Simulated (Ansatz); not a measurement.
# Ni: geometry relaxation (part 3 of 3)

The same run, continued: Ni (slab, 10 atoms in the cell); DFT PBE+D3(BJ), scalar-relativistic, plane waves, PAW, spin-polarised (Ansatz 0.2.0); cutoff 420 eV, 8×8×1 k-mesh, Gaussian smearing of 0.1 eV, collinear spins. The structure derives from an entry of the Crystallography Open Database. The input holds or restrains some coordinates. Forces given for the steps count only the free coordinates.

Geometry of the input (Å; fractional positions):
```
3.4782  0.0000  0.0000
0.0000  3.4782  0.0000
0.0000  0.0000  23.9564
Ni 0.0000  0.5000  0.3548
Ni 0.5000  0.0000  0.3548
Ni 0.5000  0.5000  0.4274
Ni 0.0000  0.0000  0.4274
Ni 0.0000  0.5000  0.5000
Ni 0.5000  0.0000  0.5000
Ni 0.5000  0.5000  0.5726
Ni 0.0000  0.0000  0.5726
Ni 0.0000  0.5000  0.6452
Ni 0.5000  0.0000  0.6452
```

### Output, continued
```
  k-point 1 ↑: bands = ["-99.9305", "-99.9114", "-99.9019", "-99.8829", "-99.8822", "-99.8676", "-99.5687", "-99.5551", "-99.5452", "-99.5314", "-60.3829", "-60.3769", "-60.3762", "-60.3453", "-60.3411", "-60.3213", "-60.3042", "-60.2863", "-60.2779", "-60.2674", "-60.2635", "-60.2548", "-60.2526", "-60.2405", "-60.2294", "-60.2146", "-60.1844", "-60.1826", "-60.0632", "-60.0630", "-60.0489", "-60.0488", "-59.9585", "-59.9583", "-59.9438", "-59.9436", "-59.8264", "-59.8153", "-59.8115", "-59.7996", "-4.8711", "-3.6619", "-1.9879", "-0.8367", "-0.8250", "-0.7959", "-0.7075", "-0.3924", "-0.3684", "-0.3583", "-0.3399", "-0.0298", "0.0059", "0.0928", "0.1389", "0.2392", "0.5115", "0.9330", "0.9815", "0.9879", "1.2565", "1.3933", "1.4492", "1.6142", "1.7965", "1.9197", "1.9257", "1.9781", "2.1485", "2.2887", "2.4195", "2.4410", "2.5431", "2.6065", "2.6366", "2.6548", "2.7169", "2.8495", "2.8942", "2.9176", "2.9759", "3.0239", "3.0408", "3.0424", "3.0807", "3.1161", "3.1813", "3.1862", "3.2326", "3.2540", "3.2627", "3.2956", "3.4607", "3.4985", "4.7208", "6.0255", "6.0665", "7.5749", "7.6870", "8.7101", "9.0185", "9.3248", "9.7202", "9.7309", "10.9757", "11.6553", "11.9032", "12.0694", "13.3865", "13.9477", "14.0529", "14.1678", "14.2736"]
  k-point 2 ↑: bands = ["-99.9266", "-99.9079", "-99.9048", "-99.8852", "-99.8815", "-99.8702", "-99.5660", "-99.5523", "-99.5480", "-99.5342", "-60.3744", "-60.3626", "-60.3609", "-60.3430", "-60.3280", "-60.3261", "-60.3148", "-60.2934", "-60.2690", "-60.2675", "-60.2667", "-60.2561", "-60.2506", "-60.2495", "-60.2425", "-60.2106", "-60.1993", "-60.1938", "-60.0509", "-60.0507", "-60.0366", "-60.0365", "-59.9712", "-59.9707", "-59.9565", "-59.9561", "-59.8241", "-59.8130", "-59.8129", "-59.8012", "-4.2713", "-3.1030", "-1.5106", "-0.8438", "-0.4840", "-0.4472", "-0.4105", "-0.2537", "-0.2041", "-0.1858", "-0.1649", "0.0780", "0.1370", "0.1638", "0.2538", "0.4900", "0.5877", "0.8712", "0.9276", "0.9700", "1.4130", "1.4131", "1.4212", "1.4381", "1.5367", "1.6576", "1.7049", "1.7767", "2.0094", "2.1971", "2.2928", "2.3042", "2.3844", "2.4402", "2.5307", "2.5452", "2.6352", "2.6378", "2.6407", "2.6493", "2.7463", "2.8809", "2.9091", "2.9391", "2.9460", "2.9547", "2.9569", "3.0119", "3.0959", "3.1517", "3.1735", "3.2505", "3.2913", "3.9682", "4.2892", "5.6464", "5.7230", "7.1567", "7.4858", "8.8019", "9.2897", "9.5642", "9.6492", "10.2984", "10.3608", "11.5827", "11.8043", "12.5320", "12.5794", "13.7225", "13.7311", "14.5171", "14.5379"]
  k-point 14 ↓: bands = ["-99.0618", "-99.0618", "-99.0433", "-99.0433", "-99.0307", "-99.0307", "-98.6267", "-98.6267", "-98.6107", "-98.6107", "-59.5740", "-59.5740", "-59.5655", "-59.5655", "-59.5335", "-59.5335", "-59.4806", "-59.4806", "-59.4249", "-59.4249", "-59.4079", "-59.4079", "-59.3929", "-59.3929", "-59.3740", "-59.3740", "-59.3640", "-59.3640", "-59.1502", "-59.1502", "-59.1343", "-59.1343", "-59.0136", "-59.0136", "-58.9962", "-58.9962", "-58.9571", "-58.9571", "-58.9436", "-58.9436", "-0.7120", "-0.7120", "-0.6680", "-0.6680", "-0.4926", "-0.4926", "0.0894", "0.0894", "0.2375", "0.2375", "1.4801", "1.4801", "1.5062", "1.5062", "1.6162", "1.6162", "1.7659", "1.7659", "1.9307", "1.9307", "2.0858", "2.0858", "2.1028", "2.1028", "2.1168", "2.1168", "2.1332", "2.1332", "2.1534", "2.1534", "2.4225", "2.4225", "2.6092", "2.6092", "2.9061", "2.9061", "3.0699", "3.0699", "3.4385", "3.4385", "3.6683", "3.6683", "3.8833", "3.8833", "3.8997", "3.8997", "3.9175", "3.9175", "3.9443", "3.9443", "4.0310", "4.0310", "4.8367", "4.8367", "5.0602", "5.0602", "5.3430", "5.3430", "5.3535", "5.3535", "8.6811", "8.6811", "8.7880", "8.7880", "10.8953", "10.8953", "11.4575", "11.4575", "12.5026", "12.5026", "13.5182", "13.5182", "13.7004"]
--- Relaxed structure (4 steps of the walk, 4 accepted, 0 SCFs on fresh bases) ---
  F+E_penalty+E_count = -58397.41944461 eV   max|allowed force component| = 2.096e-3 eV/Å
  atoms:
    - { symbol: Ni, position: [0.0, 0.5, 0.3548116519] }
    - { symbol: Ni, position: [0.5, 0.0, 0.3548116519] }
    - { symbol: Ni, position: [0.5, 0.5, 0.4274058258999999] }
    - { symbol: Ni, position: [0.0, 0.0, 0.4274058258999999] }
    - { symbol: Ni, position: [4.8666512147029006e-36, 0.5, 0.5007587146335923] }
    - { symbol: Ni, position: [0.5, 3.244434143135267e-37, 0.5007587146335923] }
    - { symbol: Ni, position: [0.5, 0.5, 0.5742390337857289] }
    - { symbol: Ni, position: [-3.1362863383640916e-36, -2.1629560954235112e-37, 0.5742390337857289] }
    - { symbol: Ni, position: [1.0382189258032854e-35, 0.5, 0.6455701716765307] }
    - { symbol: Ni, position: [0.5, -3.460729752677618e-36, 0.6455701716765307] }
--- Löwdin populations: 10 sites ---
  site symbol       q [e]    m [muB]
     0     Ni     17.8080     0.7533
     1     Ni     17.8080     0.7533
     2     Ni     17.7727     0.6609
     3     Ni     17.7727     0.6609
     4     Ni     17.7850     0.6609
     5     Ni     17.7850     0.6609
     6     Ni     17.7726     0.6614
     7     Ni     17.7726     0.6614
     8     Ni     17.8073     0.7507
     9     Ni     17.8073     0.7507
  spilling = 0.011716 (of n_electrons = 180.000000)
```

### Trajectory as extended XYZ (Å, eV, eV/Å), 4 frames, from step=1 to step=4
```
10
Lattice="3.4782 0.0000 0.0000 0.0000 3.4782 0.0000 0.0000 0.0000 23.9564" Properties=species:S:1:pos:R:3:forces:R:3 step=1 energy=-58397.41004
Ni    0.0000    1.7391    8.5000    0.0000   0.0000   0.1583
Ni    1.7391    0.0000    8.5000    0.0000   0.0000   0.1583
Ni    1.7391    1.7391   10.2391    0.0000   0.0000  -0.2757
Ni    0.0000    0.0000   10.2391    0.0000   0.0000  -0.2757
Ni    0.0000    1.7391   11.9782    0.0000   0.0000   0.0000
Ni    1.7391    0.0000   11.9782    0.0000   0.0000   0.0000
Ni    1.7391    1.7391   13.7173    0.0000   0.0000   0.2757
Ni    0.0000    0.0000   13.7173    0.0000   0.0000   0.2757
Ni    0.0000    1.7391   15.4564    0.0000   0.0000  -0.1583
Ni    1.7391    0.0000   15.4564    0.0000   0.0000  -0.1583
10
Lattice="3.4782 0.0000 0.0000 0.0000 3.4782 0.0000 0.0000 0.0000 23.9564" Properties=species:S:1:pos:R:3:forces:R:3 step=2 energy=-58397.41556
Ni    0.0000    1.7391    8.5000    0.0000   0.0000   0.1620
Ni    1.7391    0.0000    8.5000    0.0000   0.0000   0.1620
Ni    1.7391    1.7391   10.2391    0.0000   0.0000  -0.2319
Ni    0.0000    0.0000   10.2391    0.0000   0.0000  -0.2319
Ni    0.0000    1.7391   11.9856    0.0000   0.0000  -0.0057
Ni    1.7391    0.0000   11.9856    0.0000   0.0000  -0.0057
Ni    1.7391    1.7391   13.7321    0.0000   0.0000   0.1810
Ni    0.0000    0.0000   13.7321    0.0000   0.0000   0.1810
Ni    0.0000    1.7391   15.4610    0.0000   0.0000  -0.1055
Ni    1.7391    0.0000   15.4610    0.0000   0.0000  -0.1055
10
Lattice="3.4782 0.0000 0.0000 0.0000 3.4782 0.0000 0.0000 0.0000 23.9564" Properties=species:S:1:pos:R:3:forces:R:3 step=3 energy=-58397.41944
Ni    0.0000    1.7391    8.5000    0.0000   0.0000   0.1683
Ni    1.7391    0.0000    8.5000    0.0000   0.0000   0.1683
Ni    1.7391    1.7391   10.2391    0.0000   0.0000  -0.1676
Ni    0.0000    0.0000   10.2391    0.0000   0.0000  -0.1676
Ni    0.0000    1.7391   11.9964    0.0000   0.0000  -0.0015
Ni    1.7391    0.0000   11.9964    0.0000   0.0000  -0.0015
Ni    1.7391    1.7391   13.7567    0.0000   0.0000  -0.0012
Ni    0.0000    0.0000   13.7567    0.0000   0.0000  -0.0012
Ni    0.0000    1.7391   15.4655    0.0000   0.0000   0.0021
Ni    1.7391    0.0000   15.4655    0.0000   0.0000   0.0021
10
Lattice="3.4782 0.0000 0.0000 0.0000 3.4782 0.0000 0.0000 0.0000 23.9564" Properties=species:S:1:pos:R:3:forces:R:3 step=4 energy=-58397.41944
Ni    0.0000    1.7391    8.5000    0.0000   0.0000   0.1683
Ni    1.7391    0.0000    8.5000    0.0000   0.0000   0.1683
Ni    1.7391    1.7391   10.2391    0.0000   0.0000  -0.1676
Ni    0.0000    0.0000   10.2391    0.0000   0.0000  -0.1676
Ni    0.0000    1.7391   11.9964    0.0000   0.0000  -0.0015
Ni    1.7391    0.0000   11.9964    0.0000   0.0000  -0.0015
Ni    1.7391    1.7391   13.7567    0.0000   0.0000  -0.0012
Ni    0.0000    0.0000   13.7567    0.0000   0.0000  -0.0012
Ni    0.0000    1.7391   15.4655    0.0000   0.0000   0.0021
Ni    1.7391    0.0000   15.4655    0.0000   0.0000   0.0021
```

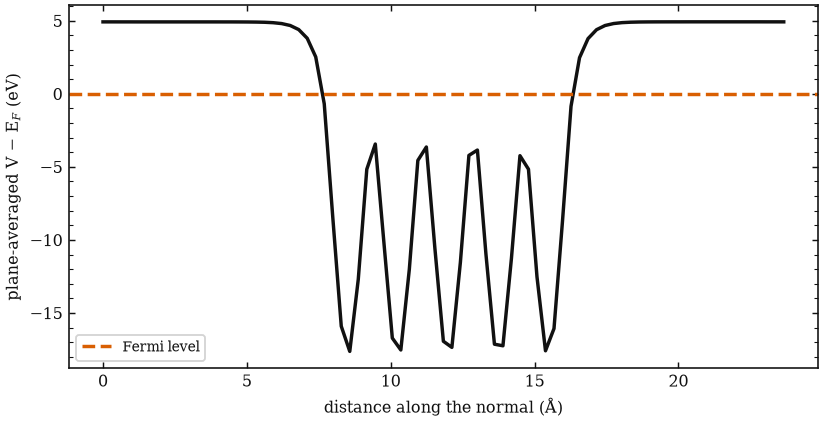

Fig. 1: Plane average of the electrostatic potential energy of an electron across the cell, from the Fermi level. The vacuum level lies 4.93 eV above the Fermi level.

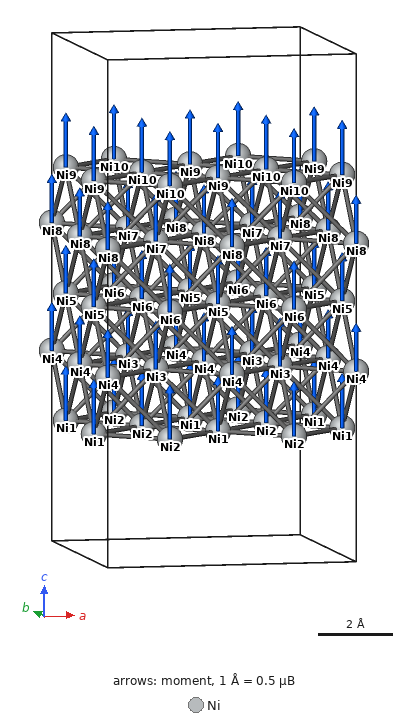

Fig. 2: Magnetic moments of the sites as blue arrows (ball-and-stick view of the 2 × 2 repeat of the cell, with the vacuum cut short, seen slightly off an axis; atoms are numbered from 1 in the order of the input); small moments hardly show. The run is collinear, so the axis drawn is arbitrary. Site moments: Ni1, Ni2, Ni9, Ni10 (0.76 μB); Ni3, Ni4, Ni5, Ni6, Ni7, Ni8 (0.67 μB). They are counted near the atoms and needn't add up to the moment of the cell.

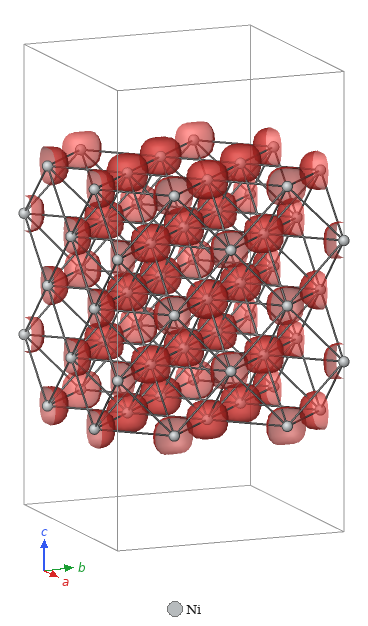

Fig. 3: Isosurface of the spin density at +0.2 e/Å³ (red), seen slightly off an axis. Sticks mark near contacts. The cell of the calculation (10 atoms) carries 6.7 μB net. Core electrons are frozen (PAW), so the fields are smoothed inside the atomic spheres.

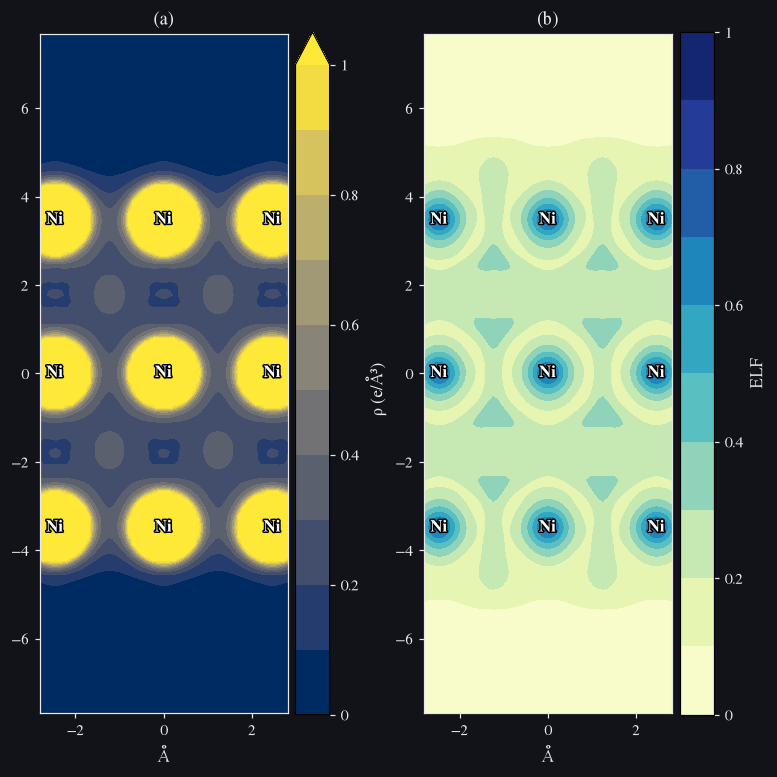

Fig. 4: (a) valence electron density; (b) ELF on the (110) plane of the calculation cell, a cut from vacuum to vacuum. Atoms in the plane: Ni. Ni–Ni (2.46 Å): ρ is about 0.33 e/Å³ halfway; the ELF is about 0.25 at the midpoint; no localised pair between them. The density dies away to nearly zero in the vacuum. The strong features right at Ni lie inside the PAW spheres (semicore, d or f shells) and say nothing about bonding.

### Key numbers

```json
{"quantity": "outcome", "value": "converged under the restraints of the input"}
{"quantity": "electrons treated", "value": "180"}
{"quantity": "free energy", "value": "−58397.4194 eV"}
{"quantity": "work function, top face", "value": "4.93 eV"}
{"quantity": "work function, bottom face", "value": "4.92 eV"}
{"quantity": "Fermi energy", "value": "3.815 eV"}
{"quantity": "gap on the k-point mesh", "value": "none (metallic)"}
{"quantity": "net moment of the cell", "value": "6.65 μB"}
{"quantity": "integrated absolute moment", "value": "7.63 μB"}
{"quantity": "final volume", "value": "289.82 Å³"}
{"quantity": "work function (upper face)", "value": "4.93 eV"}
{"quantity": "largest force (length of the vector) at the end, held atoms and coordinates included", "value": "0.168 eV/Å"}
{"quantity": "wall time", "value": "1.8 min (CPU time 7.1 min)"}
{"quantity": "peak memory", "value": "1.4 GiB"}
```

### Remarks

Warnings of the run: the exchange-correlation potential is rough where the density is thin.
